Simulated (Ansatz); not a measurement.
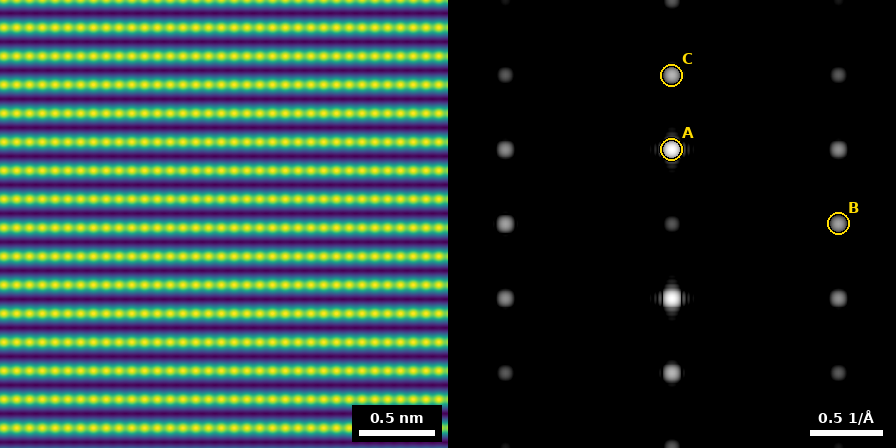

Integrated-DPC-like image of Rh (Fm-3m, No. 225) along [210]. Simulated as the projected potential of neutral atoms (B = 0.5 Å²) blurred by a 0.50 Å probe, the thin-sample limit of integrated differential phase contrast. The display is stretched by a gamma of 0.65; percentages refer to the linear signal. Model: the geometry given to an electronic-structure calculation, possibly off equilibrium.

The right panel is the modulus of the image's Fourier transform on a logarithmic scale.

a = 3.831 Å, b = 3.831 Å, c = 3.831 Å, α = 90.00°, β = 90.00°, γ = 90.00°

Question: Index the marked spots and give their plane spacings (the zone axis points at the viewer; indices equivalent by symmetry, or all signs reversed, are as good).

Answer: A: (0 0 -2), d = 1.92 Å; B: (2 -4 0), d = 0.86 Å; C: (0 0 -4), d = 0.96 Å. A and B enclose 90°, and every spot obeys the zone law hu + kv + lw = 0 for [210].
